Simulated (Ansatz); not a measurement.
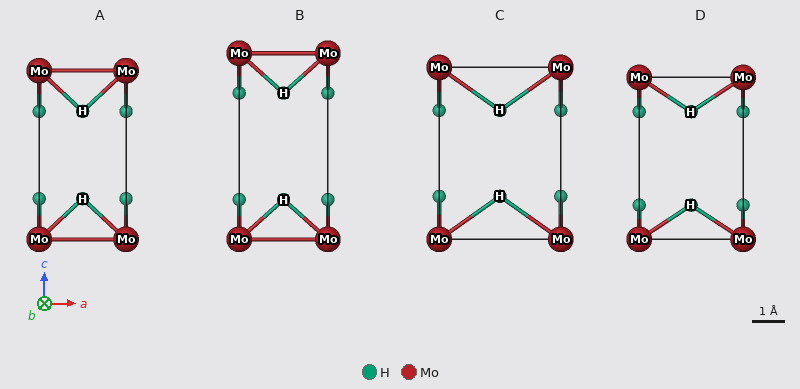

4 geometries from one relaxation of solid MoH4 (a generated structure, set up in P4/mmm) (coarse preliminary run), in shuffled order. The picture is a ball-and-stick view of the cell of the calculation, seen along the b axis.

Theory: Ansatz, DFT PBE, scalar-relativistic, plane waves, PAW. Set-up: plane-wave cutoff 420 eV; k-point mesh 4 × 4 × 4; occupations gaussian; smearing width 0.1 eV; no spin polarisation; cell and atoms relaxed; force threshold 0.04 eV/Å; at most 70 steps.

> Put them in the order of the run, from the start to the converged end.

C, D, A, B. They are steps 0, 3, 6, 12, at +5.605 eV per cell of the calculation, +1.189 eV per cell of the calculation, +22.7 meV per cell of the calculation relative to the last. The largest moves relative to the cell, 0.21 Å, are those of H atoms. Mo stays in place. The volume changes by −42.5 %, with a = b 3.831 → 2.793 Å (−27.1 %), c 5.418 → 5.864 Å (+8.2 %). Among the contacts that change: Mo–Mo 3.831 → 2.793 Å, H–Mo 2.346 → 1.877 Å. The space group stays P4/mmm (No. 123). After 11 accepted moves (12 points after the start) the energy has fallen by 5.605 eV per cell of the calculation. The largest force component goes from 1.4 to 0.0051 eV/Å. The pressure goes from −21.49 to −0.15 GPa. The SCF was repeated once at an unchanged geometry on a basis and grid sized afresh for the cell, which shifted the energy by 6.4 meV per cell of the calculation at most. The run took 12 s on 1 thread of Intel(R) Xeon(R) Platinum 8488C (Sapphire Rapids), on a shared host, peak memory 0.36 GiB.

Limits of the set-up: the k-point mesh is coarse for a cell with partly filled bands.
